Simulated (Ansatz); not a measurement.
Ti: several calculations on one system

Part 1: Scan

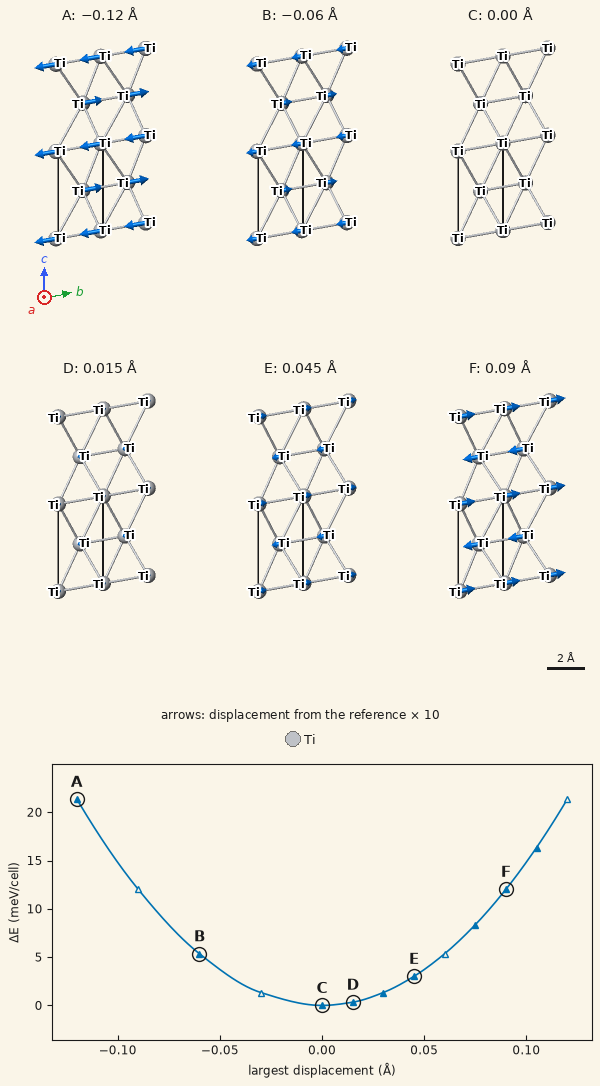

A scan of crystalline Ti (Fm-3m): a normal mode of wave vector (0, 0, 1/2) of the primitive cell, folded into a doubled cell, (one arbitrary combination within a set of 2 degenerate modes) is frozen in with the cell fixed, the amplitude being the largest displacement of an atom. The lettered frames are marked on the plot. Hollow markers are points alike by symmetry, not computed again. Style: ball-and-stick. Shown: the cell of the calculation, repeated 2 × 2 × 2 with one cell outlined, along the a axis. Blue arrows: displacements from the reference.

These are results of DFT PBEsol, scalar-relativistic, plane waves, PAW (Ansatz 0.2.0), not measurements. (plane-wave cutoff 420 eV; k-point mesh 24 × 24 × 24; occupations gaussian; smearing width 0.15 eV; no spin polarisation). Energies (free energies at the smearing named) are counted from the relaxed crystal.

**Read off the main features of the energy profile.**

The harmonic wavenumber of the mode is 92 cm⁻¹, a stable vibration. The lowest computed point lies at the amplitude 0.00 Å (0.0 meV/cell). The well is symmetric. At the highest point the shortest interatomic distance is 2.74 Å, against 2.87 Å in the reference.

Part 2: Energy map

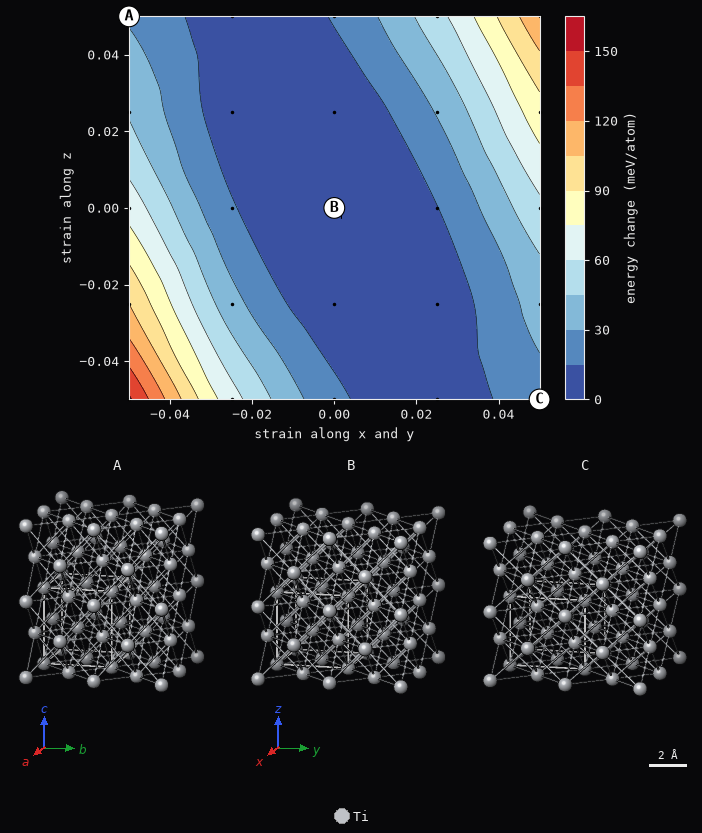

A scan of crystalline Ti (Fm-3m): the cell is strained equally along x and y and separately along z, with the atoms kept at their fractional coordinates. x, y and z are the Cartesian axes of the input. The map is interpolated between the computed points (dots). The lettered frames are marked on it. The picture is a ball-and-stick view of the conventional cell (4 times the calculation's cell), repeated 2 × 2 × 2 with one cell outlined, seen slightly off an axis. Lengths and directions refer to the drawn axes.

These are results of DFT PBEsol, scalar-relativistic, plane waves, PAW (Ansatz), not measurements. Settings: plane-wave cutoff 420 eV; k-point mesh 26 × 26 × 26; occupations gaussian; smearing width 0.15 eV; no spin polarisation. Energies (free energies at the smearing named) are counted from the relaxed crystal.

> Where is the lowest point of the map, and what else does it tell?

In pairs of (strain along x and y; strain along z): the lowest computed point lies at (0.000, 0.000) (0.0 meV/atom), the highest at (−0.050, −0.050) (152.4 meV/atom). The valley is tilted: raising the in-plane strain is made harder by raising the strain along z (cross term 0.80 of the geometric mean of the two curvatures). Over the ranges scanned the energy rises more along the first axis, the in-plane strain. The pressure runs from −12.9 GPa at (0.050, 0.050) to 22.8 GPa at (−0.050, −0.050). The frames lie at A (−0.050, 0.050): 28.1 meV/atom, B (0.000, 0.000): 0.0 meV/atom, C (0.050, −0.050): 23.5 meV/atom.

The computed points:

Rows: strain along x and y; columns: strain along z; values in meV/atom.

```
        −0.050  −0.025  0.000  0.025  0.050
−0.050   152.4   104.9   69.2   43.9   28.1
−0.025    66.4    36.2   16.8    7.1    6.3
 0.000    19.4     4.8    0.0    4.2   16.5
 0.025     6.7     6.3   14.6   31.1   54.9
 0.050    23.5    36.2   56.5   83.9  118.0
```

Part 3: One mode

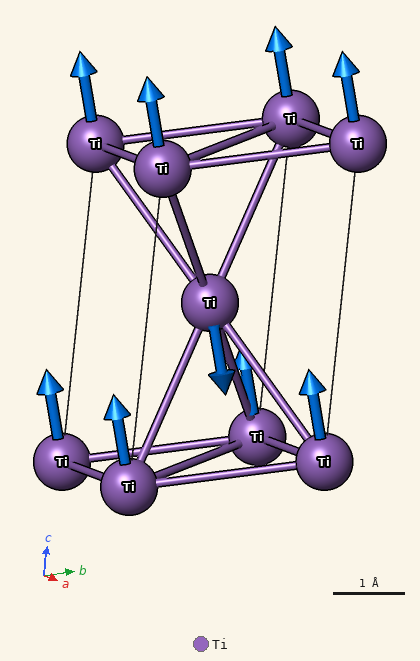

One vibrational mode of solid Ti at the zone centre of a doubled cell. The blue arrows are the displacements of the atoms (eigenvector over the root of the mass), of arbitrary overall length and sign. A ball-and-stick model of the cell of the calculation, seen slightly off an axis.

Computed with Ansatz 0.2.0, DFT PBEsol, scalar-relativistic, plane waves, PAW. (plane-wave cutoff 420 eV; k-point mesh 24 × 24 × 24; occupations gaussian; smearing width 0.15 eV; no spin polarisation)

**What mode is this, and where does it lie in the spectrum?**

This is a non-degenerate mode at 178 cm⁻¹, the highest level (the three translations aside). All motion is along [1 1 −3] of the drawn cell; atoms of one kind move against one another, with no net shift of their sublattice. It changes sign from one half of the doubled cell to the other: it belongs to the zone boundary, q = (0, 0, 1/2) in the reciprocal vectors of the undoubled cell.
